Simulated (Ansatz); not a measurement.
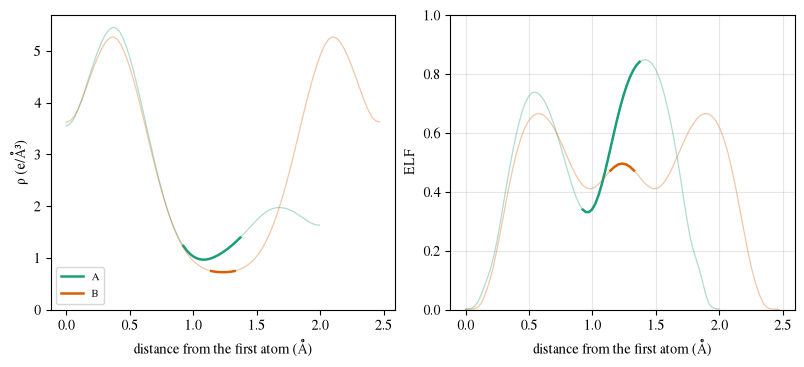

Figure 1: W3C. Valence pseudo-density and ELF along straight lines between neighbouring atoms. Thin, pale parts lie inside the atomic spheres.

Space group P6/mmm; a structure generated by program, which may or may not match a known phase.

The calculation used DFT PBE, scalar-relativistic, plane waves, PAW in Ansatz.

The density is the valence pseudo-density of a PAW calculation; it isn't the true density close to the nuclei.

**Which curve belongs to which contact (W–C and W–W)? The first atom named is at distance zero.**

Curve A: W–C (1.99 Å): ρ at the midpoint is about 1 e/Å³; the ELF peaks at about 0.85 in the valence shell of C, 0.6 Å from its nucleus, and drops to about 0.35 between the two atoms. Curve B: W–W (2.47 Å): the density is about 0.72 e/Å³ at the midpoint; the ELF is about 0.50 at the midpoint.
